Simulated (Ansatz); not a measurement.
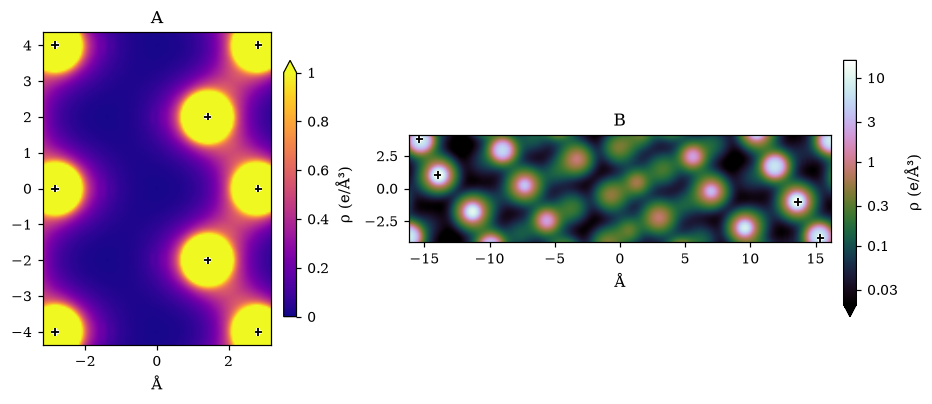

The valence pseudo-density of 2 systems, each on a plane through atoms (crosses mark nuclei in the plane).

All numbers below come from DFT, HSE06, plane waves, PAW in Ansatz.

System 1: Ge, the (101) plane of the conventional cell. Space group Fd-3m; started from the diamond prototype, which need not be the ambient phase.

```
Ge
1.0
     5.67375    0.00000    0.00000
     0.00000    5.67375    0.00000
     0.00000    0.00000    5.67375
Ge
8
Direct
  0.50000 0.00000 0.00000
  0.00000 0.50000 0.00000
  0.00000 0.00000 0.50000
  0.50000 0.50000 0.50000
  0.75000 0.25000 0.25000
  0.25000 0.75000 0.25000
  0.25000 0.25000 0.75000
  0.75000 0.75000 0.75000
```

System 2: Bi$_{2}$Te$_{3}$, the (111) plane of the conventional cell. Space group R-3m; started from the tetradymite prototype, which need not be the ambient phase.

**Match each panel to its system.**

Panel A is system 1, Ge: the plane holds Ge. Ge–Ge (2.46 Å): ρ is about 0.52 e/Å³ halfway. Panel B is system 2, Bi$_{2}$Te$_{3}$: the plane holds Bi and Te. Bi–Te (3.06 Å): ρ at the midpoint is about 0.3 e/Å³.
